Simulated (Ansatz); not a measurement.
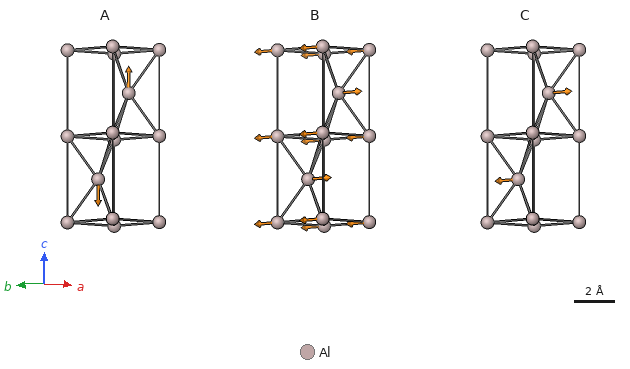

Modes of a crystal of Al relaxed at 15 GPa, space group P6₃/mmc (No. 194), at the zone centre (one member of each degenerate set). The orange arrows give the relative displacements of the atoms. The picture is a ball-and-stick view of the cell of the calculation, seen from a free direction.

These are results of DFT PBEsol, scalar-relativistic, plane waves, PAW (Ansatz), not measurements.

The frequencies depend somewhat on the k-mesh and the smearing.

Give the symmetry species and the selection rules of each.

A is B₁g, silent by symmetry (neither infrared- nor Raman-active) (290 cm⁻¹). B is E₁u, infrared-active by symmetry (189 cm⁻¹). C is E₂g, Raman-active by symmetry (143 cm⁻¹). The crystal has a centre of inversion, so no mode is both. In a metal the free carriers screen the infrared response.
